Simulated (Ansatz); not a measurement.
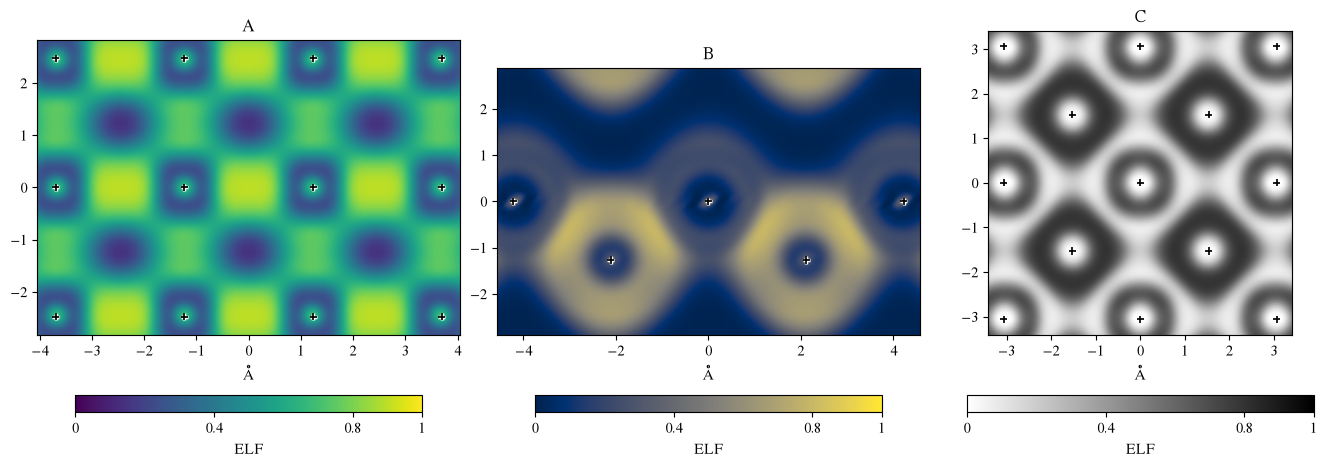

The ELF of 3 systems, each on a plane through atoms (crosses mark nuclei in the plane).

Computed with Ansatz 0.2.0, DFT r2SCAN, scalar-relativistic, plane waves, PAW.

System 1: Si, the (110) plane of the conventional cell. Space group Cmmm; a structure from a database of computed crystals, not necessarily the ambient phase; changed on purpose from its base cell (strain -0.0750 x Voigt [0, 1, 0, 0, 0, 0], atoms carried along); computed pressure about 14 GPa in this cell.

```yaml
crystal:
  lattice:
    - [2.62054, 0.00000, 0.00000]
    - [0.00000, 4.19849, 0.00000]
    - [0.00000, 0.00000, 2.46635]
  atoms:
    - { symbol: Si, position: [0.00000, 0.00000, 0.00000] }
    - { symbol: Si, position: [0.50000, 0.50000, 0.00000] }
```

System 2: GaAs, the (100) plane of the conventional cell. Space group I-4m2.

System 3: TiC, the (001) plane of the conventional cell. Space group I4/mmm; changed on purpose from its base cell (strain -0.0250 x Voigt [0, 0, 1, 0, 0, 0], atoms carried along); computed pressure about 7 GPa in this cell; computed without spin polarisation.

Question: Which map belongs to which system?

Answer: Panel A is system 1, Si: the plane holds Si. Si–Si (2.47 Å): the ELF peaks at about 0.90 between the atoms. Panel B is system 2, GaAs: the plane holds Ga and As. Ga–As (2.46 Å): the ELF peaks at about 0.80 between the atoms; localised, covalent bonding. Panel C is system 3, TiC: the plane holds Ti and C. Ti–C (2.16 Å): the ELF peaks at about 0.80 in the valence shell of C, 0.7 Å from its nucleus, and is about 0.30 at the midpoint.
